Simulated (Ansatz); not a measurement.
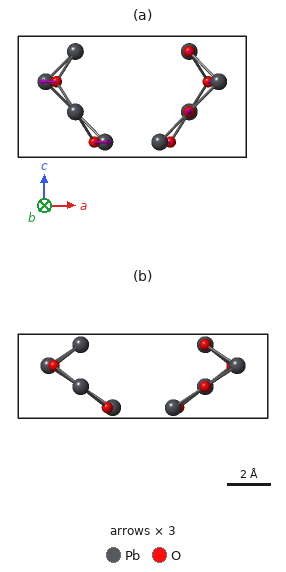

The structure of crystalline PbO (a generated structure, set up in I-42d) before (top) and after (bottom) a relaxation, at one scale. The purple arrows give the displacements (the part carried along by the change of the cell is left out), magnified 3 times.

Style: ball-and-stick. Shown: the conventional cell (2 times the calculation's cell), along the b axis. Lengths and directions refer to the drawn axes.

Method: DFT PBE, scalar-relativistic, plane waves, PAW (Ansatz 0.2.0). Set-up: plane-wave cutoff 420 eV; k-point mesh 6 × 6 × 6; occupations gaussian; smearing width 0.02 eV; no spin polarisation; cell and atoms relaxed; force threshold 0.01 eV/Å; at most 80 steps.

Describe what moved and what it gained.

The largest moves relative to the cell, 0.28 Å, are those of O atoms. By element the largest moves are O 0.28 Å, Pb 0.02 Å. The volume changes by −16.8 %, with a = b 10.643 → 11.642 Å (+9.4 %), c 5.640 → 3.923 Å (−30.4 %). Near-neighbour distances that change, for instance: O–Pb 2.163 → 2.179 Å. Among the angles between lasting bonds that change: Pb–O–Pb 131.7° → 110.3°, O–Pb–O 100.7° → 93.3°. The space group stays I-42d (No. 122). The energy falls by 0.343 eV per cell of the calculation in 13 accepted moves (18 points after the start). The largest force component goes from 0.038 to 0.002 eV/Å. The pressure goes from −0.03 to 0.02 GPa. The line search rejected the trial steps at points 2, 10 of the run. At 3 points the geometry stayed and the basis and grid were re-selected for the new cell (energy shift of 38.1 meV per cell of the calculation at most each time). Cost: 17 min on 1 thread of Arm Neoverse V1 (shared host), peak memory 0.74 GiB.
